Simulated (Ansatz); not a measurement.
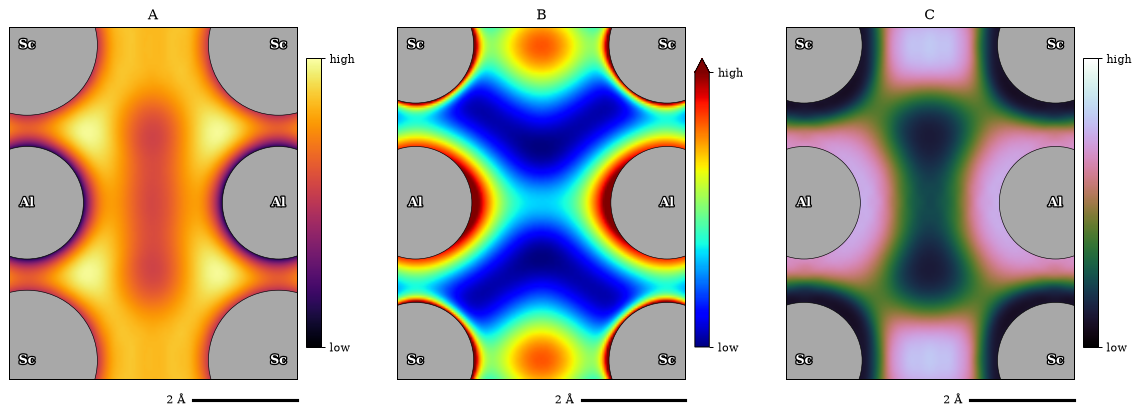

Sc$_{2}$Al: 3 fields on the (100) plane of the conventional cell, with unlabelled colour scales. Grey discs cover the atomic cores.

Space group P6₃/mmc; a structure from a database of computed crystals, not necessarily the ambient phase.

Theory: DFT PBEsol, scalar-relativistic, plane waves, PAW in Ansatz 0.2.0.

The panels show electron localisation function, electrostatic potential energy of an electron and valence pseudo-density in some order. Assign them.

Panel A: electrostatic potential energy of an electron (low next to the atoms, rising into the space between them). Panel B: valence pseudo-density. Panel C: electron localisation function. From the grid: Sc–Al (3.04 Å): ρ at the midpoint is about 0.15 e/Å³; the ELF peaks at about 0.65 in the valence shell of Al, 1.1 Å from its nucleus, and is about 0.40 at the midpoint.
